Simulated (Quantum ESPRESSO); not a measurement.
**Band-structure run of MoS$_{2}$ (part 1 of 2)**

- system: MoS$_{2}$ (P-6m2, 3 atoms in the cell)
- method: Kohn-Sham DFT of a periodic cell, r2SCAN, SG15 PBE 1.2, no spin polarisation (Quantum ESPRESSO 7.5)

The structure derives from a Materials Project entry.

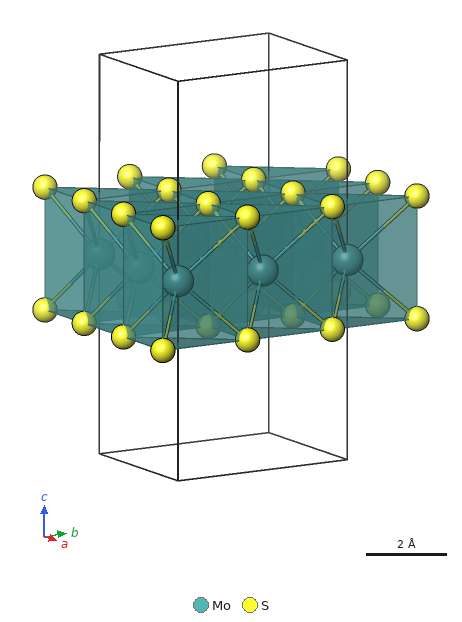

**Figure 1.** The structure (polyhedral view of the 2 × 2 repeat of the cell, with the vacuum cut short, seen slightly off an axis; polyhedra are completed across the faces of the cell). An atom can appear more than once, as a periodic image.

**The input**
```
&CONTROL
  calculation = 'scf'
  prefix = 'pwscf'
  outdir = './tmp'
  pseudo_dir = './pseudo'
  tprnfor = .true.
  tstress = .true.
  disk_io = 'low'
/
&SYSTEM
  ibrav = 0
  celldm(1) = 8
  nat = 3
  ntyp = 2
  ecutwfc = 70
  nbnd = 20
  input_dft = 'r2scan'
  occupations = 'smearing'
  smearing = 'fd'
  degauss = 0.00367493
  nosym = .true.
/
&ELECTRONS
  conv_thr = 1d-08
  electron_maxstep = 120
  mixing_beta = 0.5
/
ATOMIC_SPECIES
Mo    95.9500 Mo_ONCV_PBE-1.2.upf
S     32.0600 S_ONCV_PBE-1.2.upf
CELL_PARAMETERS alat
  0.7521407802045   0.0000000000000   0.0000000000000
 -0.3760703901022   0.6513730228704   0.0000000000000
  0.0000000000000   0.0000000000000   4.0947057981814
ATOMIC_POSITIONS crystal
Mo     0.0000000000    0.0000000000    0.0000000000
S      0.3333333333    0.6666666667    0.9105070200
S      0.3333333333    0.6666666667    0.0894929800
K_POINTS automatic
10 10 2 0 0 0
```

**File bands.in**
```
&CONTROL
  calculation = 'bands'
  prefix = 'pwscf'
  outdir = './tmp'
  pseudo_dir = './pseudo'
  disk_io = 'low'
  verbosity = 'high'
/
&SYSTEM
  ibrav = 0
  celldm(1) = 8
  nat = 3
  ntyp = 2
  ecutwfc = 70
  nbnd = 20
  input_dft = 'r2scan'
  occupations = 'smearing'
  smearing = 'fd'
  degauss = 0.00367493
  nosym = .true.
/
&ELECTRONS
  conv_thr = 1d-08
  electron_maxstep = 120
  mixing_beta = 0.5
  diago_full_acc = .true.
  startingwfc = 'random'
/
ATOMIC_SPECIES
Mo    95.9500 Mo_ONCV_PBE-1.2.upf
S     32.0600 S_ONCV_PBE-1.2.upf
CELL_PARAMETERS alat
  0.7521407802045   0.0000000000000   0.0000000000000
 -0.3760703901022   0.6513730228704   0.0000000000000
  0.0000000000000   0.0000000000000   4.0947057981814
ATOMIC_POSITIONS crystal
Mo     0.0000000000    0.0000000000    0.0000000000
S      0.3333333333    0.6666666667    0.9105070200
S      0.3333333333    0.6666666667    0.0894929800
K_POINTS crystal
60
 0.0000000000  0.0000000000  0.0000000000 1
 0.0555555556  0.0000000000  0.0000000000 1
 0.1111111111  0.0000000000  0.0000000000 1
 0.1666666667  0.0000000000  0.0000000000 1
 0.2222222222  0.0000000000  0.0000000000 1
 0.2777777778  0.0000000000  0.0000000000 1
 0.3333333333  0.0000000000  0.0000000000 1
 0.3888888889  0.0000000000  0.0000000000 1
 0.4444444444  0.0000000000  0.0000000000 1
 0.5000000000  0.0000000000  0.0000000000 1
 0.4666666667  0.0666666667  0.0000000000 1
 0.4333333333  0.1333333333  0.0000000000 1
 0.4000000000  0.2000000000  0.0000000000 1
 0.3666666667  0.2666666667  0.0000000000 1
 0.3333333333  0.3333333333  0.0000000000 1
 0.3030303030  0.3030303030  0.0000000000 1
 0.2727272727  0.2727272727  0.0000000000 1
 0.2424242424  0.2424242424  0.0000000000 1
 0.2121212121  0.2121212121  0.0000000000 1
 0.1818181818  0.1818181818  0.0000000000 1
 0.1515151515  0.1515151515  0.0000000000 1
 0.1212121212  0.1212121212  0.0000000000 1
 0.0909090909  0.0909090909  0.0000000000 1
 0.0606060606  0.0606060606  0.0000000000 1
 0.0303030303  0.0303030303  0.0000000000 1
 0.0000000000  0.0000000000  0.0000000000 1
 0.0000000000  0.0000000000  0.5000000000 1
 0.0500000000  0.0000000000  0.5000000000 1
 0.1000000000  0.0000000000  0.5000000000 1
 0.1500000000  0.0000000000  0.5000000000 1
 0.2000000000  0.0000000000  0.5000000000 1
 0.2500000000  0.0000000000  0.5000000000 1
 0.3000000000  0.0000000000  0.5000000000 1
 0.3500000000  0.0000000000  0.5000000000 1
 0.4000000000  0.0000000000  0.5000000000 1
 0.4500000000  0.0000000000  0.5000000000 1
 0.5000000000  0.0000000000  0.5000000000 1
 0.4722222222  0.0555555556  0.5000000000 1
 0.4444444444  0.1111111111  0.5000000000 1
 0.4166666667  0.1666666667  0.5000000000 1
 0.3888888889  0.2222222222  0.5000000000 1
 0.3611111111  0.2777777778  0.5000000000 1
 0.3333333333  0.3333333333  0.5000000000 1
 0.3076923077  0.3076923077  0.5000000000 1
 0.2820512821  0.2820512821  0.5000000000 1
 0.2564102564  0.2564102564  0.5000000000 1
 0.2307692308  0.2307692308  0.5000000000 1
 0.2051282051  0.2051282051  0.5000000000 1
 0.1794871795  0.1794871795  0.5000000000 1
 0.1538461538  0.1538461538  0.5000000000 1
 0.1282051282  0.1282051282  0.5000000000 1
 0.1025641026  0.1025641026  0.5000000000 1
 0.0769230769  0.0769230769  0.5000000000 1
 0.0512820513  0.0512820513  0.5000000000 1
 0.0256410256  0.0256410256  0.5000000000 1
 0.0000000000  0.0000000000  0.5000000000 1
 0.5000000000  0.0000000000  0.5000000000 1
 0.5000000000  0.0000000000  0.0000000000 1
 0.3333333333  0.3333333333  0.0000000000 1
 0.3333333333  0.3333333333  0.5000000000 1
```

Hardware: 4 threads of AMD EPYC (Zen 3), 16 GiB of memory available, shared host.

Launch command:
```bash
OMP_NUM_THREADS=1 mpirun -n 4 pw.x -nk 4 -in pw.in > pw.out
OMP_NUM_THREADS=1 mpirun -n 4 pw.x -nk 4 -in bands.in > bands.out
```

**Output**
```
This program is part of the open-source Quantum ESPRESSO suite
     for quantum simulation of materials; please cite
         "P. Giannozzi et al., J. Phys.:Condens. Matter 21 395502 (2009);
         "P. Giannozzi et al., J. Phys.:Condens. Matter 29 465901 (2017);
         "P. Giannozzi et al., J. Chem. Phys. 152 154105 (2020);
          URL
     in publications or presentations arising from this work. More details at

     IMPORTANT: XC functional enforced from input :
     Exchange-correlation= R2SCAN
                           (   0   0   0   0   0 497 498)
     Any further DFT definition will be discarded
     Please, verify this is what you really want

     K-points division:     npool     =       4
     Subspace diagonalization in iterative solution of the eigenvalue problem:
     a serial algorithm will be used

     G-vector sticks info
     --------------------
     sticks:   dense  smooth     PW     G-vecs:    dense   smooth      PW
     Sum         691     691    211                81073    81073   14313

     Using Slab Decomposition

     bravais-lattice index     =            0
     lattice parameter (alat)  =       8.0000  a.u.
     unit-cell volume          =    1027.1209 (a.u.)^3
     number of atoms/cell      =            3
     number of atomic types    =            2
     number of electrons       =        26.00
     number of Kohn-Sham states=           20
     kinetic-energy cutoff     =      70.0000  Ry
     charge density cutoff     =     280.0000  Ry
     scf convergence threshold =      1.0E-08
     mixing beta               =       0.5000
     number of iterations used =            8  plain     mixing
     Exchange-correlation= R2SCAN
                           (   0   0   0   0   0 497 498)

     celldm(1)=   8.000000  celldm(2)=   0.000000  celldm(3)=   0.000000
     celldm(4)=   0.000000  celldm(5)=   0.000000  celldm(6)=   0.000000

     crystal axes: (cart. coord. in units of alat)
               a(1) = (   0.752141   0.000000   0.000000 )
               a(2) = (  -0.376070   0.651373   0.000000 )
               a(3) = (   0.000000   0.000000   4.094706 )

     reciprocal axes: (cart. coord. in units 2 pi/alat)
               b(1) = (  1.329538  0.767609 -0.000000 )
               b(2) = (  0.000000  1.535219  0.000000 )
               b(3) = (  0.000000 -0.000000  0.244218 )

     PseudoPot. # 1 for Mo read from file:
     Mo_ONCV_PBE-1.2.upf
     Pseudo is Norm-conserving, Zval = 14.0
     Generated using ONCVPSP code by D. R. Hamann
     Using radial grid of  602 points,  6 beta functions with:
                l(1) =   0
                l(2) =   0
                l(3) =   1
                l(4) =   1
                l(5) =   2
                l(6) =   2

     PseudoPot. # 2 for S  read from file:
     S_ONCV_PBE-1.2.upf
     Pseudo is Norm-conserving, Zval =  6.0
     Generated using ONCVPSP code by D. R. Hamann
     Using radial grid of  602 points,  4 beta functions with:
                l(1) =   0
                l(2) =   0
                l(3) =   1
                l(4) =   1

     atomic species   valence    mass     pseudopotential
     Mo               14.00    95.95000     Mo( 1.00)
     S                 6.00    32.06000     S ( 1.00)

     No symmetry found

   Cartesian axes

     site n.     atom                  positions (alat units)
         1        Mo     tau(   1) = (   0.0000000   0.0000000   0.0000000  )
         2        S      tau(   2) = (  -0.0000000   0.4342487   3.7282584  )
         3        S      tau(   3) = (  -0.0000000   0.4342487   0.3664474  )

     number of k points=   104  Fermi-Dirac smearing, width (Ry)=  0.0037

     Number of k-points >= 100: set verbosity='high' to print them.

     Dense  grid:    81073 G-vectors     FFT dimensions: (  36,  36, 180)

     WARNING: libxc functional with ID  497 depends
      on external parameters: check the user_guide of
      QE if you need to modify them or to check their
      default values.

     WARNING: libxc functional with ID  498 depends
      on external parameters: check the user_guide of
      QE if you need to modify them or to check their
      default values.

     Initial potential from superposition of free atoms

     starting charge      25.8886, renormalised to      26.0000

     negative rho (up,down):  2.717E-04 0.000E+00
     Starting wfcs are random

     Self-consistent Calculation

     iteration #  1     ecut=    70.00 Ry     beta= 0.50
     Davidson diagonalization with overlap
     ethr =  1.00E-02,  avg # of iterations = 28.8

     total energy              =    1675.86450401 Ry
     estimated scf accuracy    <   28043.63799869 Ry

     iteration #  2     ecut=    70.00 Ry     beta= 0.50
     Davidson diagonalization with overlap
     ethr =  1.00E-02,  avg # of iterations = 29.3

     total energy              =    -265.99105694 Ry
     estimated scf accuracy    <    7362.64843698 Ry

     iteration #  3     ecut=    70.00 Ry     beta= 0.50
     Davidson diagonalization with overlap
     ethr =  1.00E-02,  avg # of iterations =  7.0

     total energy              =    -221.23470094 Ry
     estimated scf accuracy    <    3174.09114738 Ry

     iteration #  4     ecut=    70.00 Ry     beta= 0.50
     Davidson diagonalization with overlap
     ethr =  1.00E-02,  avg # of iterations =  5.7

     total energy              =    -211.52637596 Ry
     estimated scf accuracy    <    1770.29203559 Ry

     iteration #  5     ecut=    70.00 Ry     beta= 0.50
     Davidson diagonalization with overlap
     ethr =  1.00E-02,  avg # of iterations =  1.9

     total energy              =    -177.58918574 Ry
     estimated scf accuracy    <    1290.54195603 Ry

     iteration #  6     ecut=    70.00 Ry     beta= 0.50
     Davidson diagonalization with overlap
     ethr =  1.00E-02,  avg # of iterations =  5.0

     total energy              =    -186.68719769 Ry
     estimated scf accuracy    <     316.49635689 Ry

     iteration #  7     ecut=    70.00 Ry     beta= 0.50
     Davidson diagonalization with overlap
     ethr =  1.00E-02,  avg # of iterations =  2.0

     total energy              =    -183.31226561 Ry
     estimated scf accuracy    <     441.70631501 Ry

     iteration #  8     ecut=    70.00 Ry     beta= 0.50
     Davidson diagonalization with overlap
     ethr =  1.00E-02,  avg # of iterations =  1.0

     negative rho (up,down):  5.372E-05 0.000E+00

     total energy              =    -178.24789061 Ry
     estimated scf accuracy    <     269.51237824 Ry

     iteration #  9     ecut=    70.00 Ry     beta= 0.50
     Davidson diagonalization with overlap
     ethr =  1.00E-02,  avg # of iterations =  4.8

     negative rho (up,down):  3.363E-02 0.000E+00

     total energy              =    -180.33519180 Ry
     estimated scf accuracy    <      18.12763398 Ry

     iteration # 10     ecut=    70.00 Ry     beta= 0.50
     Davidson diagonalization with overlap
     ethr =  1.00E-02,  avg # of iterations =  5.1

     negative rho (up,down):  8.766E-02 0.000E+00

     total energy              =    -182.79378215 Ry
     estimated scf accuracy    <      30.80034989 Ry

     iteration # 11     ecut=    70.00 Ry     beta= 0.50
     Davidson diagonalization with overlap
     ethr =  1.00E-02,  avg # of iterations =  4.4

     negative rho (up,down):  7.704E-02 0.000E+00
```
